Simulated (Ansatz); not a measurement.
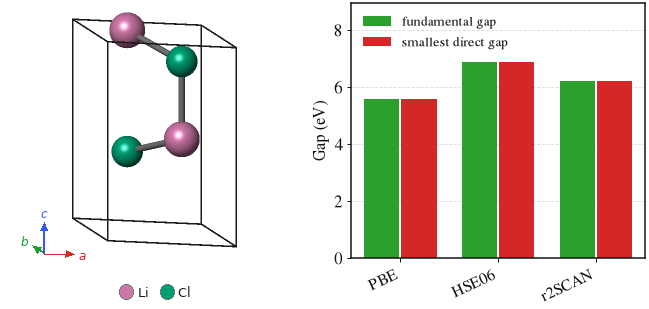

Gaps of LiCl, space group P6_3mc, 4 atoms in the cell, wurtzite type, biaxial (xy) strain +5.2%, at several levels of theory on one cell (Ansatz, plane waves and PAW; edges over the mesh and the special points).

### How does the gap depend on the level, and does its kind change?

In rising order: PBE 5.58 eV, r2SCAN 6.23 eV and HSE06 6.89 eV. It is direct at every level.
